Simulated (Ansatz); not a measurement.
**Ti: single-point calculation (part 2 of 2)**

Ti (slab, 16 atoms in the cell); DFT PBE+D3(BJ), scalar-relativistic, plane waves, PAW, no spin polarisation (Ansatz 0.2.0); cutoff 420 eV, 4×4×1 k-mesh, Gaussian smearing of 0.1 eV. The structure derives from an entry of the Crystallography Open Database. It belongs to a series of runs on one base structure; here: the slab at its places in the relaxed adsorbed structure.

Geometry of the input (Å; fractional positions):
```
5.7729  0.0000  0.0000
-2.8865  4.9995  0.0000
0.0000  0.0000  24.8611
Ti 0.3333  0.1667  0.3218
Ti 0.3333  0.6667  0.3218
Ti 0.8333  0.1667  0.3218
Ti 0.8333  0.6667  0.3218
Ti 0.1667  0.3333  0.4138
Ti 0.1667  0.8333  0.4138
Ti 0.6667  0.3333  0.4138
Ti 0.6667  0.8333  0.4138
Ti 0.3305  0.1652  0.5100
Ti 0.3333  0.6667  0.5068
Ti 0.8348  0.1652  0.5100
Ti 0.8348  0.6695  0.5100
Ti 0.1746  0.3492  0.5976
Ti 0.1746  0.8254  0.5976
Ti 0.6667  0.3333  0.5959
Ti 0.6508  0.8254  0.5976
```

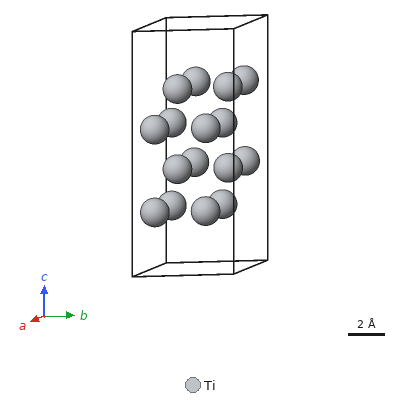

Fig. 1: The structure as given in the input (spheres-only view of the cell of the calculation, with the vacuum cut short, seen slightly off an axis). An atom can appear more than once, as a periodic image.

Output, continued
```
  k-point 1: bands = ["-54.3001", "-54.2628", "-54.2340", "-54.2194", "-54.2141", "-54.1836", "-54.1709", "-54.1534", "-54.0826", "-54.0231", "-54.0096", "-53.9995", "-53.9921", "-53.9692", "-53.9623", "-53.9590", "-30.8086", "-30.7860", "-30.7706", "-30.7616", "-30.7490", "-30.7488", "-30.7284", "-30.7247", "-30.7119", "-30.7069", "-30.6985", "-30.6648", "-30.6545", "-30.6545", "-30.4858", "-30.4829", "-30.4765", "-30.4299", "-30.4239", "-30.4149", "-30.4037", "-30.4008", "-30.3946", "-30.3877", "-30.3636", "-30.3453", "-30.3108", "-30.3090", "-30.2658", "-30.2540", "-30.2512", "-30.2404", "-30.2336", "-30.2167", "-30.2165", "-30.2014", "-30.1525", "-30.1517", "-30.1472", "-30.1447", "-30.1336", "-30.1274", "-30.1234", "-30.0777", "-30.0755", "-30.0590", "-30.0584", "-30.0026", "-2.8818", "-1.9249", "-0.7443", "-0.4763", "-0.0981", "-0.0050", "0.1124", "0.1132", "0.2909", "0.2920", "0.3295", "0.4969", "0.5079", "0.7164", "0.8077", "0.8127", "1.1629", "1.1798", "1.1927", "1.4992", "1.5506", "1.5607", "1.7310", "1.7770", "1.7977", "2.0985", "2.3628", "2.5301", "2.5360", "2.5661", "2.6303", "2.7220", "2.7378", "2.7617", "2.8296", "2.9584", "2.9814", "3.0520", "3.0804", "3.2135", "3.2457", "3.2676", "3.3321", "3.3946", "3.4147", "3.4579", "3.4580", "3.4949", "3.5121", "3.5476", "3.5706", "3.5729"]
  k-point 2: bands = ["-54.2708", "-54.2622", "-54.2397", "-54.2208", "-54.2141", "-54.2062", "-54.1710", "-54.1543", "-54.0558", "-54.0446", "-54.0058", "-53.9921", "-53.9913", "-53.9865", "-53.9622", "-53.9591", "-30.7614", "-30.7284", "-30.7223", "-30.7115", "-30.7103", "-30.7057", "-30.7006", "-30.6923", "-30.6566", "-30.6507", "-30.6469", "-30.6386", "-30.5685", "-30.5442", "-30.5328", "-30.5324", "-30.5271", "-30.4968", "-30.4775", "-30.4606", "-30.4081", "-30.4037", "-30.3763", "-30.3679", "-30.3564", "-30.3414", "-30.3157", "-30.3038", "-30.2990", "-30.2973", "-30.2934", "-30.2811", "-30.2717", "-30.2464", "-30.2321", "-30.2136", "-30.1984", "-30.1845", "-30.1718", "-30.1662", "-30.1420", "-30.1411", "-30.1087", "-30.1041", "-30.1023", "-30.1000", "-30.0444", "-30.0320", "-1.7293", "-1.7238", "-0.9011", "-0.8913", "0.1206", "0.1281", "0.3652", "0.3804", "0.5474", "0.5702", "0.7303", "0.7493", "0.7666", "0.7990", "1.3052", "1.3056", "1.4471", "1.4969", "1.5719", "1.5934", "1.6641", "1.6877", "1.8363", "1.8706", "1.9022", "1.9165", "1.9743", "1.9989", "2.1687", "2.1988", "2.2306", "2.2458", "2.3420", "2.4116", "2.5044", "2.6186", "2.6841", "2.7009", "2.7316", "2.7731", "2.8976", "2.9106", "3.0937", "3.1770", "3.2184", "3.2387", "3.2684", "3.3327", "3.3450", "3.3813", "3.6274", "3.7060"]
  k-point 3: bands = ["-54.2770", "-54.2455", "-54.2418", "-54.2382", "-54.2072", "-54.1956", "-54.1840", "-54.1498", "-54.0609", "-54.0308", "-54.0194", "-53.9967", "-53.9859", "-53.9760", "-53.9722", "-53.9556", "-30.7642", "-30.7336", "-30.7101", "-30.7044", "-30.7020", "-30.6986", "-30.6946", "-30.6869", "-30.6676", "-30.6390", "-30.6323", "-30.6295", "-30.6226", "-30.6102", "-30.5549", "-30.5370", "-30.4864", "-30.4690", "-30.4631", "-30.4319", "-30.4274", "-30.3944", "-30.3733", "-30.3670", "-30.3543", "-30.3467", "-30.3438", "-30.3266", "-30.3104", "-30.3036", "-30.2926", "-30.2818", "-30.2544", "-30.2333", "-30.2283", "-30.2248", "-30.1829", "-30.1640", "-30.1610", "-30.1582", "-30.1533", "-30.1199", "-30.1162", "-30.1018", "-30.0946", "-30.0908", "-30.0842", "-30.0412", "-2.0725", "-1.1789", "-0.7854", "-0.7776", "-0.1644", "-0.1596", "-0.0595", "0.5605", "0.5708", "0.6311", "0.7332", "0.8105", "1.0768", "1.1046", "1.1441", "1.2032", "1.3126", "1.4482", "1.4737", "1.6378", "1.6746", "1.7518", "1.7698", "1.7739", "1.7946", "1.8477", "1.9783", "2.1029", "2.1467", "2.1778", "2.2717", "2.3046", "2.3945", "2.4298", "2.4456", "2.5425", "2.7437", "2.7655", "2.7880", "2.8089", "2.8759", "2.9406", "2.9926", "3.0755", "3.0851", "3.1582", "3.3322", "3.3397", "3.4629", "3.5942", "3.6272", "3.8039"]
```

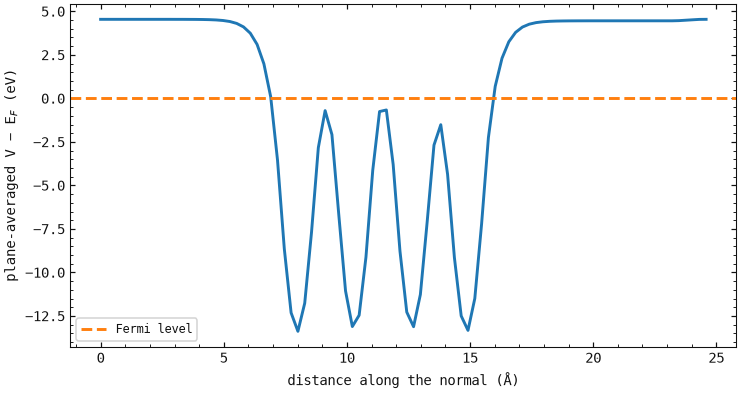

Fig. 2: Plane average of the electrostatic potential energy of an electron across the cell, from the Fermi level. The vacuum level lies 4.46 eV above the Fermi level on the upper side and 4.54 eV on the lower.

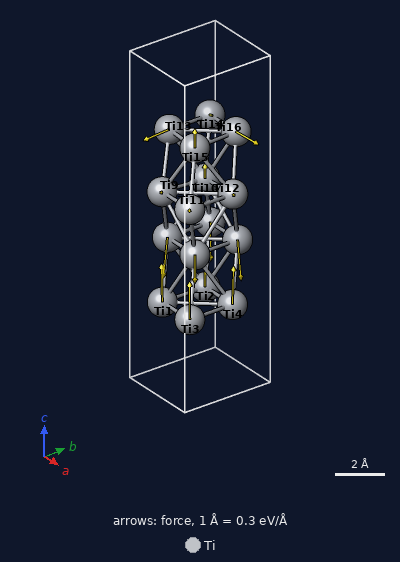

Fig. 3: Forces on the atoms as yellow arrows (ball-and-stick view of the cell of the calculation, with the vacuum cut short, seen slightly off an axis; atoms are numbered from 1 in the order of the input). The largest act on Ti5, Ti6, Ti8 (0.53 eV/Å); Ti1, Ti3, Ti4 (0.50 eV/Å); Ti2 (0.42 eV/Å); Ti7, Ti13, Ti14, Ti16 (0.38 eV/Å), among others. The geometry is not a stationary point of this energy.

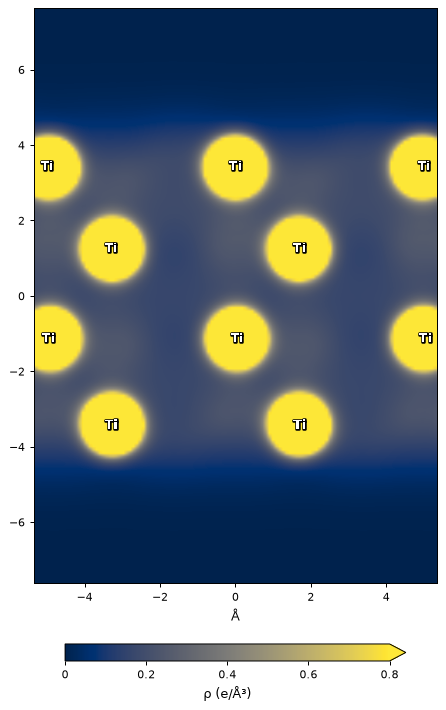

Fig. 4: Valence electron density on the (110) plane of the calculation cell, a cut from vacuum to vacuum. Ti–Ti (2.76 Å): the density is about 0.23 e/Å³ at the midpoint. Ti–Ti (2.83 Å): the density is about 0.21 e/Å³ at the midpoint. Ti–Ti (2.91 Å): ρ at the midpoint is about 0.19 e/Å³. The density dies away to nearly zero in the vacuum. Core electrons are frozen (PAW), so the fields are smoothed inside the atomic spheres.

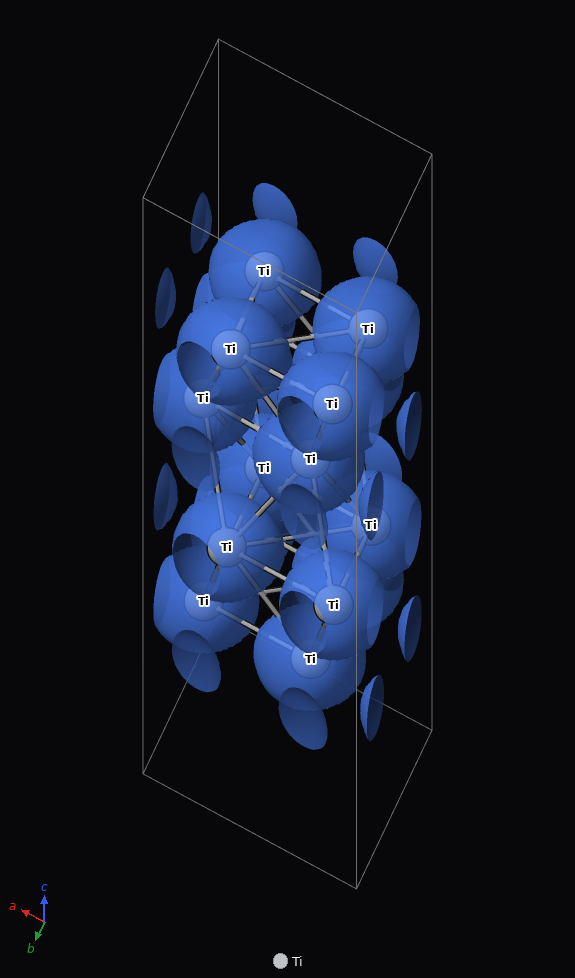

Fig. 5: Isosurface of the valence pseudo-density at 0.3 e/Å³ (blue), seen at an oblique angle. Sticks mark near contacts. At this value the density breaks into separate islands; it holds about 80 % of the electrons treated as valence (semicore included). It is pinched off along the Ti–Ti (2.72 Å), Ti–Ti (2.76 Å), Ti–Ti (2.83 Å) and Ti–Ti (2.89 Å) contacts. On the grid the lowest density along these lines, outside the cores, is 0.24 e/Å³ (Ti–Ti, 2.72 Å), 0.23 e/Å³ (Ti–Ti, 2.76 Å), 0.21 e/Å³ (Ti–Ti, 2.83 Å) and 0.2 e/Å³ (Ti–Ti, 2.89 Å).

Summary

```csv
quantity,value
outcome,converged
electrons treated,192
free energy,−39994.7126 eV
"work function, top face",4.46 eV
"work function, bottom face",4.54 eV
Fermi energy,2.527 eV
gap on the k-point mesh,none (metallic)
work function (upper face),4.46 eV
largest force (length of the vector),0.530 eV/Å
wall time,4.8 s (CPU time 35 s)
peak memory,1.6 GiB
```
